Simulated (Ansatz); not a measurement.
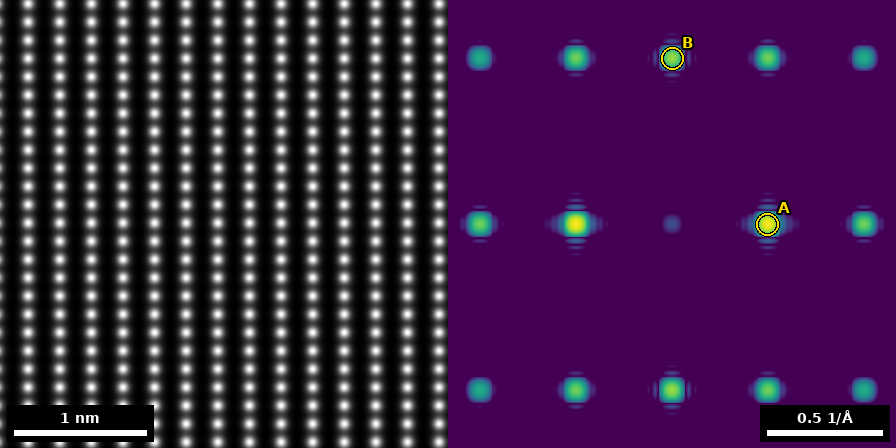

iDPC-like image of Pt (P6_3/mmc, No. 194) along [210]. Simulated as the projected potential of neutral atoms (B = 0.5 Å²) blurred by a 0.53 Å probe, the thin-sample limit of integrated differential phase contrast. Model: coordinates from a relaxation with Ansatz 0.2.0, DFT, PBE, plane waves (420 eV) with PAW, scalar-relativistic; the starting structure was generated, so it need not be a known form of this composition.

The right panel is the modulus of the image's Fourier transform on a logarithmic scale.

a = 2.760 Å, b = 2.760 Å, c = 4.777 Å, α = 90.00°, β = 90.00°, γ = 120.00°

Index the marked spots and give their plane spacings (the zone axis points at the viewer; indices equivalent by symmetry, or all signs reversed, are as good).

A: (002), d = 2.39 Å; B: (1 -2 0), d = 1.38 Å. A and B enclose 90°, and every spot obeys the zone law hu + kv + lw = 0 for [210].
